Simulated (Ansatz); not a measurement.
**AlN: geometry relaxation (part 2 of 2)**

Continued. System: AlN (P3m1, 10 atoms in the cell). Method: DFT PBE, scalar-relativistic, plane waves, PAW, no spin polarisation (Ansatz 0.2.0); cutoff 420 eV, 9×9×3 k-mesh, Gaussian smearing of 0.02 eV. The structure was built on a prototype by a generator; it need not be a known phase. It belongs to a series of runs on one base structure; here: stacking ABCBC.

Geometry of the input (Å; fractional positions):
```
3.1302  0.0000  0.0000
-1.5651  2.7108  0.0000
0.0000  0.0000  12.5454
Al 0.0000  0.0000  0.0000
N  0.0000  0.0000  0.1500
Al 0.3333  0.6667  0.2000
N  0.3333  0.6667  0.3500
Al 0.6667  0.3333  0.4000
N  0.6667  0.3333  0.5500
Al 0.3333  0.6667  0.6000
N  0.3333  0.6667  0.7500
Al 0.6667  0.3333  0.8000
N  0.6667  0.3333  0.9500
```

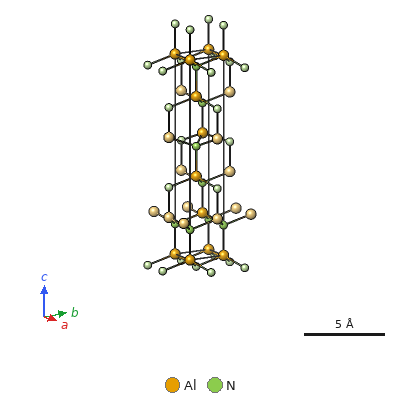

The geometry at step 3 of the log (ball-and-stick view of the cell of the calculation, seen slightly off an axis; neighbours outside the cell are drawn fainter).

What the program printed, continued
```
relax step   6: F+E_penalty+E_count = -4621.13456881 eV  Δ(F+E_penalty+E_count) = -6.762e-4 eV  max|allowed force component| = 2.520e-4 eV/Å  Δτ_max = 0.0000 Å  P = +0.014 GPa  Ω = 106.628 Å³  stress off target by 6.90e-2 GPa  SCF on the basis re-selected at this cell (its energy is not comparable with the rows above)  (6 SCF iters)
basis re-selected at this cell: Δ(F+E_penalty+E_count) = -6.762e-4 eV, ΔP = +0.014 GPa vs the last step (what re-selecting the basis moved, of the pressure what is left beyond the Pulay correction that the steps carried, after the strain that the cell walked since its last selection, with what the two solves' SCF thresholds leave and, on support functions, any second-order correction that the steps lacked; it is no measure of the basis error at this ecutwfc). This SCF's stress stands 6.90e-2 GPa from its target on what of the cell is left free (relax.cell.stress_tol is 5.00e-2 GPa) and its largest allowed force component is 2.52e-4 eV/Å (relax.f_tol is 1.00e-2 eV/Å): not within both, so this SCF does not close the relaxation
Crystal: 10 atoms, lattice volume = 106.636 Å³
iter 1 solved again at ethr=1.89e-9 eV; its pass at ethr=3.10e-3 eV (dr2=7.55e-7 eV) is discarded
SCF iter   1: F=—  HF=-4621.135157 eV  |F-HF|=—  |Δ(HF+E_count)|=         —  Δρ=3.18e-5  dr2=1.03e-6  ethr=1.89e-9  ⟨swp⟩=2.3  Hψ=3954  notcnv=0
preconditioner: auto → none  [insulator: Δε(μ)=3.808 eV  Ē_g=13.001 eV  σ=0.020 eV  W_gap=1.00  n_scr=8 (ndim 8)  ℏωp=22.7 eV  f_vac=0.000  D(μ)=0.00/eV (n_scr^D=0)  ε∞_Penn≈4.1]
SCF iter   2: F=—  HF=-4621.134549 eV  |F-HF|=—  |Δ(HF+E_count)|=   6.07e-4  Δρ=1.33e-5  dr2=1.27e-7  ethr=1.89e-9  ⟨swp⟩=2.0  Hψ=1550  notcnv=0
iter 3 did not close the SCF: its close was put off for the readings that it lacked (scf_convergence_deferred on its scf_iter line)
SCF iter   3: F=-4621.134549 eV  HF=-4621.134549 eV  |F-HF|=5.88e-9  |Δ(HF+E_count)|=   1.95e-8  Δρ=2.82e-6  dr2=9.97e-9  ethr=3.18e-10  ⟨swp⟩=2.6  Hψ=1627  notcnv=0
iter 4 did not close the SCF: its close was put off for the readings that it lacked (scf_convergence_deferred on its scf_iter line)
SCF iter   4: F=-4621.134549 eV  HF=-4621.134549 eV  |F-HF|=3.24e-10  |Δ(HF+E_count)|=   1.13e-9  Δρ=9.79e-7  dr2=8.70e-10  ethr=2.49e-11  ⟨swp⟩=2.0  Hψ=1376  notcnv=0
iter 5 did not close the SCF: its close was put off for the readings that it lacked (scf_convergence_deferred on its scf_iter line)
SCF iter   5: F=-4621.134549 eV  HF=-4621.134549 eV  |F-HF|=2.73e-12  |Δ(HF+E_count)|=  1.36e-11  Δρ=2.71e-7  dr2=5.46e-11  ethr=2.17e-12  ⟨swp⟩=2.0  Hψ=1394  notcnv=0
SCF iter   6: F=-4621.134549 eV  HF=-4621.134549 eV  |F-HF|=0.00e0  |Δ(HF+E_count)|=  2.09e-11  Δρ=7.40e-8  dr2=4.67e-12  ethr=1.00e-12  ⟨swp⟩=1.0  Hψ=1984  notcnv=0
SCF 7 converged in 6 iterations: F = -4621.134549 eV  dr2 = 4.67e-12
relax step   7: F+E_penalty+E_count = -4621.13454926 eV  Δ(F+E_penalty+E_count) = +1.955e-5 eV  max|allowed force component| = 1.933e-4 eV/Å  Δτ_max = 0.0001 Å  P = -0.000 GPa  Ω = 106.636 Å³  energy of the carried Pulay correction = -2.463e-5 eV  (6 SCF iters, dr2 threshold 1.19e-8 eV, accepted)
iter 1 solved again at ethr=3.02e-8 eV; its pass at ethr=3.10e-3 eV (dr2=1.21e-5 eV) is discarded
SCF iter   1: F=—  HF=-4621.135221 eV  |F-HF|=—  |Δ(HF+E_count)|=         —  Δρ=7.53e-6  dr2=2.99e-8  ethr=3.02e-8  ⟨swp⟩=3.4  Hψ=7895  notcnv=0
preconditioner: auto → none  [insulator: Δε(μ)=3.809 eV  Ē_g=13.001 eV  σ=0.020 eV  W_gap=1.00  n_scr=8 (ndim 8)  ℏωp=22.7 eV  f_vac=0.000  D(μ)=0.00/eV (n_scr^D=0)  ε∞_Penn≈4.1]
SCF iter   2: F=—  HF=-4621.134613 eV  |F-HF|=—  |Δ(HF+E_count)|=   6.08e-4  Δρ=4.10e-6  dr2=1.35e-8  ethr=7.47e-11  ⟨swp⟩=3.1  Hψ=1936  notcnv=0
SCF iter   3: F=—  HF=-4621.134613 eV  |F-HF|=—  |Δ(HF+E_count)|=  9.06e-10  Δρ=2.53e-6  dr2=3.92e-9  ethr=3.36e-11  ⟨swp⟩=1.0  Hψ=930  notcnv=0
SCF iter   4: F=—  HF=-4621.134613 eV  |F-HF|=—  |Δ(HF+E_count)|=  2.59e-10  Δρ=1.61e-6  dr2=1.44e-9  ethr=9.79e-12  ⟨swp⟩=1.0  Hψ=930  notcnv=0
iter 5 did not close the SCF: its close was put off for the readings that it lacked (scf_convergence_deferred on its scf_iter line)
SCF iter   5: F=-4621.134613 eV  HF=-4621.134613 eV  |F-HF|=3.64e-12  |Δ(HF+E_count)|=  3.76e-10  Δρ=2.05e-7  dr2=2.42e-11  ethr=3.59e-12  ⟨swp⟩=2.7  Hψ=1452  notcnv=0
SCF iter   6: F=-4621.134613 eV  HF=-4621.134613 eV  |F-HF|=9.09e-13  |Δ(HF+E_count)|=  9.09e-13  Δρ=1.38e-7  dr2=9.98e-12  ethr=1.00e-12  ⟨swp⟩=2.5  Hψ=2730  notcnv=0
SCF 8 converged in 6 iterations: F = -4621.134613 eV  dr2 = 9.98e-12
relax step   8: F+E_penalty+E_count = -4621.13461278 eV  Δ(F+E_penalty+E_count) = -6.353e-5 eV  max|allowed force component| = 1.956e-4 eV/Å  Δτ_max = 0.0000 Å  P = +0.000 GPa  Ω = 106.636 Å³  stress off target by 2.53e-3 GPa  SCF on the basis re-selected at this cell (its energy is not comparable with the rows above)  (6 SCF iters)
basis re-selected at this cell: Δ(F+E_penalty+E_count) = -6.353e-5 eV, ΔP = +0.000 GPa vs the last step (what re-selecting the basis moved, of the pressure what is left beyond the Pulay correction that the steps carried, after the strain that the cell walked since its last selection, with what the two solves' SCF thresholds leave and, on support functions, any second-order correction that the steps lacked; it is no measure of the basis error at this ecutwfc). This SCF's stress stands 2.53e-3 GPa from its target on what of the cell is left free (relax.cell.stress_tol is 5.00e-2 GPa) and its largest allowed force component is 1.96e-4 eV/Å (relax.f_tol is 1.00e-2 eV/Å): within both
SCF converged after 6 iterations
Free energy (F): -4621.134613 eV
Harris-Foulkes:  -4621.134613 eV  (|F-HF|=9.09e-13)
Internal energy: -4621.134613 eV  (E = F + TS)
E sigma→0 (E₀):  -4621.134613 eV
Fermi energy:    8.704491 eV
--- Per-component energies (eV) ---
  E_band       = 68.961715
  E_kinetic    = 792.599931
  E_local      = -1126.735836  (includes V_loc(G=0)·N_el)
  E_nonlocal   = 276.427679
  E_hartree    = 390.205418
  E_xc         = -507.859631
  E_vxc        = -538.089986  (∫ρ·V_xc dr)
  E_paw        = -2975.169006  (= ΣΔE_a)
  E_vpaw       = -115.651428  (= ΣTr[D̂ρ^β])
  E_aug_tail   = 0.000487  (compensation charges beyond the density's cutoff)
  E_ewald      = -1470.603655
  E_smearing   = -0.000000  (= −TS)
  E_closure    = 0.000000  (closes the sum)
  Σ components = -4621.134613   (vs F -4621.134613, Δ=0.00e0)
--- Forces (eV/Å), atoms counted from 1 ---
  atom   1  Al     0.00000000     0.00000000     0.00008886
  atom   2  N     -0.00000000    -0.00000000    -0.00000378
  atom   3  Al     0.00000000     0.00000000     0.00007538
  atom   4  N     -0.00000000    -0.00000000    -0.00000218
  atom   5  Al     0.00000000     0.00000000    -0.00019292
  atom   6  N     -0.00000000    -0.00000000     0.00004971
  atom   7  Al    -0.00000000    -0.00000000    -0.00008463
  atom   8  N      0.00000000     0.00000000     0.00002309
  atom   9  Al     0.00000000     0.00000000     0.00009166
  atom  10  N     -0.00000000    -0.00000000    -0.00001791
  max |Σ_I F_I| component: 2.73e-5 eV/Å
--- Stress (GPa, compression-positive) ---
       -0.001031      -0.000000       0.000000
        0.000000      -0.001031       0.000000
        0.000000       0.000000       0.002525
  P = ⅓ Tr σ = 0.0002 GPa (0.002 kbar)
--- Band table (eV; the first three rows and the last of 31) ---
  k-point 0: bands = ["-8.1241", "-7.5629", "-7.5431", "-6.4172", "-6.3184", "1.4348", "1.5601", "4.3740", "4.3949", "6.1619", "6.1619", "6.2935", "6.2935", "6.5139", "6.5139", "6.5526", "6.5526", "6.7500", "6.7500", "6.8003", "10.7881", "12.5707", "12.6379", "13.5481", "13.8488", "16.5017", "17.0379", "17.6694", "17.8149", "17.8149"]
  k-point 1: bands = ["-8.0685", "-7.8427", "-7.1712", "-6.7524", "-6.1280", "1.0533", "2.2826", "3.2805", "5.4794", "6.1540", "6.1540", "6.3322", "6.3322", "6.4048", "6.4295", "6.4295", "6.6217", "6.6217", "6.7339", "6.7339", "11.1169", "11.8578", "13.1895", "13.5008", "13.7900", "16.6049", "17.0103", "17.2346", "17.7883", "17.7883"]
  k-point 2: bands = ["-7.9698", "-7.4212", "-7.4012", "-6.3158", "-6.2163", "1.5847", "1.7119", "4.2175", "4.2687", "5.5054", "5.7245", "5.9020", "5.9590", "6.1154", "6.1692", "6.2793", "6.2897", "6.5655", "6.6961", "6.7419", "11.5025", "12.8999", "13.0010", "14.0283", "14.3813", "15.4850", "16.3355", "16.9057", "17.5288", "17.9520"]
  k-point 30: bands = ["-5.7751", "-5.7370", "-5.6615", "-5.5719", "-5.5622", "2.2061", "2.2253", "2.2425", "2.5761", "2.6224", "2.6874", "3.2344", "3.5887", "3.6370", "4.1784", "4.9347", "4.9488", "5.4140", "5.8280", "5.8500", "12.3777", "12.8521", "12.9314", "13.4690", "14.8305", "15.3138", "15.4139", "16.6411", "16.8854", "16.9387"]
--- Relaxed structure (6 steps of the walk, 6 accepted, 2 SCFs on fresh bases) ---
  F+E_penalty+E_count = -4621.13461278 eV   max|allowed force component| = 1.956e-4 eV/Å   (the final SCF, on the basis selected at the relaxed cell)
  cell:  # Å, volume = 106.6360 Å³
    - [3.119197439406641, 2.876615690045759e-11, -6.784080032073361e-34]
    - [-1.5595987197282328, 2.7013042219311405, 1.2204818489836195e-33]
    - [-2.718974181364891e-33, 4.078461272047337e-33, 12.655734512609675]
  atoms:
    - { symbol: Al, position: [-3.5046241029039274e-35, 3.647025579660352e-34, -0.0007299460172823108] }
    - { symbol: N, position: [-1.5980173101259039e-34, 3.3154777998580117e-35, 0.15049072348199496] }
    - { symbol: Al, position: [0.33333333333333326, 0.6666666666666665, 0.19990675836595134] }
    - { symbol: N, position: [0.33333333333333326, 0.6666666666666665, 0.35111183980207383] }
    - { symbol: Al, position: [0.6666666666666667, 0.33333333333333326, 0.40052625514739637] }
    - { symbol: N, position: [0.6666666666666667, 0.33333333333333326, 0.550883731040337] }
    - { symbol: Al, position: [0.33333333333333326, 0.6666666666666665, 0.5995152789479058] }
    - { symbol: N, position: [0.33333333333333326, 0.6666666666666665, 0.749916920052306] }
    - { symbol: Al, position: [0.6666666666666667, 0.33333333333333326, 0.7985715382737175] }
    - { symbol: N, position: [0.6666666666666667, 0.33333333333333326, 0.9498069009055994] }
--- Löwdin populations: 10 sites ---
  site symbol       q [e]
     0     Al      1.9361
     1      N      6.0039
     2     Al      1.9362
     3      N      6.0098
     4     Al      1.9230
     5      N      6.0261
     6     Al      1.9105
     7      N      6.0204
     8     Al      1.9235
     9      N      6.0040
  spilling = 0.007659 (of n_electrons = 40.000000)
```

Trajectory as extended XYZ (Å, eV, eV/Å), 8 frames, from step=1 to step=8
```
10
Lattice="3.1302 0.0000 0.0000 -1.5651 2.7108 0.0000 0.0000 0.0000 12.5454" Properties=species:S:1:pos:R:3:forces:R:3 step=1 energy=-4621.10705 pressure_GPa=0.42
Al    0.0000    0.0000    0.0000    0.0000   0.0000  -0.2786
N     0.0000    0.0000    1.8818    0.0000   0.0000   0.2823
Al    0.0000    1.8072    2.5091    0.0000   0.0000  -0.2783
N     0.0000    1.8072    4.3909    0.0000   0.0000   0.2884
Al    1.5651    0.9036    5.0182    0.0000   0.0000  -0.1138
N     1.5651    0.9036    6.9000    0.0000   0.0000   0.2872
Al    0.0000    1.8072    7.5272    0.0000   0.0000  -0.2919
N     0.0000    1.8072    9.4091    0.0000   0.0000   0.2803
Al    1.5651    0.9036   10.0363    0.0000   0.0000  -0.4524
N     1.5651    0.9036   11.9181    0.0000   0.0000   0.2768
10
Lattice="3.1203 0.0000 0.0000 -1.5601 2.7022 0.0000 0.0000 0.0000 12.6364" Properties=species:S:1:pos:R:3:forces:R:3 step=2 energy=-4621.12420 pressure_GPa=0.20
Al    0.0000    0.0000   -0.0005    0.0000   0.0000  -0.2492
N     0.0000    0.0000    1.8928    0.0000   0.0000   0.2544
Al    0.0000    1.8015    2.5328    0.0000   0.0000  -0.2541
N     0.0000    1.8015    4.4260    0.0000   0.0000   0.2464
Al    1.5601    0.9007    5.0654    0.0000   0.0000  -0.1825
N     1.5601    0.9007    6.9534    0.0000   0.0000   0.1910
Al    0.0000    1.8015    7.5834    0.0000   0.0000  -0.1954
N     0.0000    1.8015    9.4716    0.0000   0.0000   0.2004
Al    1.5601    0.9007   10.1023    0.0000   0.0000  -0.2634
N     1.5601    0.9007   11.9956    0.0000   0.0000   0.2525
10
Lattice="3.1183 0.0000 0.0000 -1.5592 2.7005 0.0000 0.0000 0.0000 12.6633" Properties=species:S:1:pos:R:3:forces:R:3 step=3 energy=-4621.13207 pressure_GPa=-0.01
Al    0.0000    0.0000   -0.0051    0.0000   0.0000  -0.0952
N     0.0000    0.0000    1.9017    0.0000   0.0000   0.0948
Al    0.0000    1.8004    2.5351    0.0000   0.0000  -0.0945
N     0.0000    1.8004    4.4417    0.0000   0.0000   0.0940
Al    1.5592    0.9002    5.0751    0.0000   0.0000  -0.0925
N     1.5592    0.9002    6.9718    0.0000   0.0000   0.0960
Al    0.0000    1.8004    7.5958    0.0000   0.0000  -0.0953
N     0.0000    1.8004    9.4930    0.0000   0.0000   0.0951
Al    1.5592    0.9002   10.1173    0.0000   0.0000  -0.0964
N     1.5592    0.9002   12.0243    0.0000   0.0000   0.0941
10
Lattice="3.1195 0.0000 0.0000 -1.5597 2.7015 0.0000 0.0000 0.0000 12.6507" Properties=species:S:1:pos:R:3:forces:R:3 step=4 energy=-4621.13393 pressure_GPa=0.03
Al    0.0000    0.0000   -0.0094    0.0000   0.0000  -0.0035
N     0.0000    0.0000    1.9039    0.0000   0.0000   0.0040
Al    0.0000    1.8010    2.5289    0.0000   0.0000  -0.0040
N     0.0000    1.8010    4.4421    0.0000   0.0000  -0.0012
Al    1.5597    0.9005    5.0667    0.0000   0.0000   0.0056
N     1.5597    0.9005    6.9695    0.0000   0.0000  -0.0067
Al    0.0000    1.8010    7.5840    0.0000   0.0000   0.0044
N     0.0000    1.8010    9.4871    0.0000   0.0000  -0.0002
Al    1.5597    0.9005   10.1023    0.0000   0.0000  -0.0029
N     1.5597    0.9005   12.0157    0.0000   0.0000   0.0045
10
Lattice="3.1194 0.0000 0.0000 -1.5597 2.7015 0.0000 0.0000 0.0000 12.6533" Properties=species:S:1:pos:R:3:forces:R:3 step=5 energy=-4621.13389 pressure_GPa=0.00
Al    0.0000    0.0000   -0.0093    0.0000   0.0000  -0.0001
N     0.0000    0.0000    1.9043    0.0000   0.0000   0.0000
Al    0.0000    1.8010    2.5294    0.0000   0.0000   0.0001
N     0.0000    1.8010    4.4429    0.0000   0.0000   0.0000
Al    1.5597    0.9005    5.0679    0.0000   0.0000   0.0000
N     1.5597    0.9005    6.9706    0.0000   0.0000  -0.0001
Al    0.0000    1.8010    7.5857    0.0000   0.0000   0.0000
N     0.0000    1.8010    9.4890    0.0000   0.0000   0.0001
Al    1.5597    0.9005   10.1044    0.0000   0.0000   0.0001
N     1.5597    0.9005   12.0183    0.0000   0.0000   0.0001
10
Lattice="3.1194 0.0000 0.0000 -1.5597 2.7015 0.0000 0.0000 0.0000 12.6533" Properties=species:S:1:pos:R:3:forces:R:3 step=6 energy=-4621.13457 pressure_GPa=0.01
Al    0.0000    0.0000   -0.0093    0.0000   0.0000   0.0001
N     0.0000    0.0000    1.9043    0.0000   0.0000  -0.0002
Al    0.0000    1.8010    2.5294    0.0000   0.0000   0.0002
N     0.0000    1.8010    4.4429    0.0000   0.0000  -0.0002
Al    1.5597    0.9005    5.0679    0.0000   0.0000   0.0001
N     1.5597    0.9005    6.9706    0.0000   0.0000  -0.0002
Al    0.0000    1.8010    7.5857    0.0000   0.0000   0.0001
N     0.0000    1.8010    9.4890    0.0000   0.0000   0.0000
Al    1.5597    0.9005   10.1044    0.0000   0.0000   0.0003
N     1.5597    0.9005   12.0183    0.0000   0.0000   0.0000
10
Lattice="3.1192 0.0000 0.0000 -1.5596 2.7013 0.0000 0.0000 0.0000 12.6557" Properties=species:S:1:pos:R:3:forces:R:3 step=7 energy=-4621.13455 pressure_GPa=-0.00
Al    0.0000    0.0000   -0.0092    0.0000   0.0000   0.0001
N     0.0000    0.0000    1.9046    0.0000   0.0000   0.0000
Al    0.0000    1.8009    2.5300    0.0000   0.0000   0.0001
N     0.0000    1.8009    4.4436    0.0000   0.0000   0.0000
Al    1.5596    0.9004    5.0690    0.0000   0.0000  -0.0002
N     1.5596    0.9004    6.9718    0.0000   0.0000   0.0000
Al    0.0000    1.8009    7.5873    0.0000   0.0000  -0.0001
N     0.0000    1.8009    9.4907    0.0000   0.0000   0.0000
Al    1.5596    0.9004   10.1065    0.0000   0.0000   0.0001
N     1.5596    0.9004   12.0205    0.0000   0.0000   0.0000
10
Lattice="3.1192 0.0000 0.0000 -1.5596 2.7013 0.0000 0.0000 0.0000 12.6557" Properties=species:S:1:pos:R:3:forces:R:3 step=8 energy=-4621.13461 pressure_GPa=0.00
Al    0.0000    0.0000   -0.0092    0.0000   0.0000   0.0001
N     0.0000    0.0000    1.9046    0.0000   0.0000   0.0000
Al    0.0000    1.8009    2.5300    0.0000   0.0000   0.0001
N     0.0000    1.8009    4.4436    0.0000   0.0000   0.0000
Al    1.5596    0.9004    5.0690    0.0000   0.0000  -0.0002
N     1.5596    0.9004    6.9718    0.0000   0.0000   0.0001
Al    0.0000    1.8009    7.5873    0.0000   0.0000  -0.0001
N     0.0000    1.8009    9.4907    0.0000   0.0000   0.0000
Al    1.5596    0.9004   10.1065    0.0000   0.0000   0.0001
N     1.5596    0.9004   12.0205    0.0000   0.0000   0.0000
```

Results in brief

```json
{"quantity": "outcome", "value": "converged"}
{"quantity": "space group (tolerance 0.01 Å)", "value": "P3m1 (156)"}
{"quantity": "electrons treated", "value": "40"}
{"quantity": "free energy", "value": "−4621.1346 eV"}
{"quantity": "Fermi energy", "value": "8.704 eV"}
{"quantity": "gap on the k-point mesh", "value": "3.81 eV"}
{"quantity": "pressure", "value": "0.00 GPa"}
{"quantity": "final volume", "value": "106.64 Å³"}
{"quantity": "largest force (length of the vector) at the end", "value": "under 0.001 eV/Å"}
{"quantity": "final cell", "value": "a = 3.119 Å, b = 3.119 Å, c = 12.656 Å, α = 90.00°, β = 90.00°, γ = 120.00°"}
{"quantity": "hardware", "value": "1 thread of Intel Xeon (Granite Rapids), 64 GiB of memory available, shared host"}
{"quantity": "wall time", "value": "37 s"}
{"quantity": "peak memory", "value": "0.44 GiB"}
```
